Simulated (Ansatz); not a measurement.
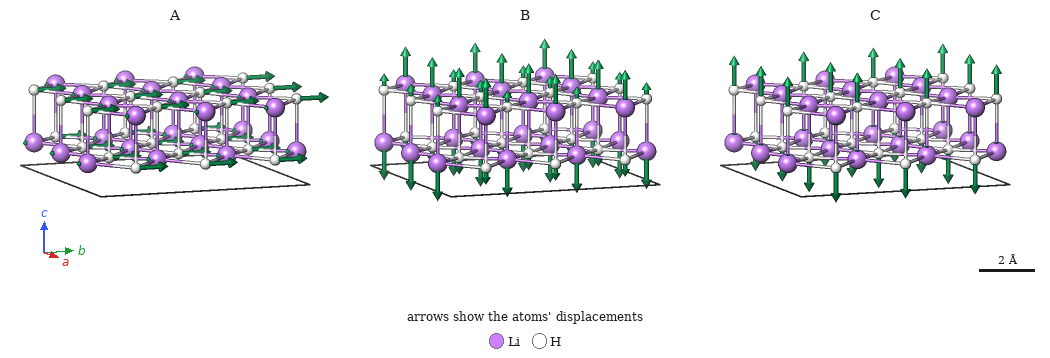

Modes of a free-standing layer of LiH (a generated structure), space group P4/nmm (No. 129), at the zone centre (one member of each degenerate set). The green arrows give the relative displacements of the atoms. A ball-and-stick model of the 3 × 3 repeat of the cell, outlined in the plane, without the vacuum, seen slightly off an axis.

The calculation used DFT PBE, scalar-relativistic, plane waves, PAW (Ansatz).

Frequencies are those without the non-analytic (LO–TO) term.

Question: Which are infrared-active and which Raman-active?

Answer: A is E_u, infrared-active by symmetry (689 cm⁻¹). B is A₁g, Raman-active by symmetry (365 cm⁻¹). C is A₁g, Raman-active by symmetry (935 cm⁻¹). The crystal has a centre of inversion, so no mode is both.
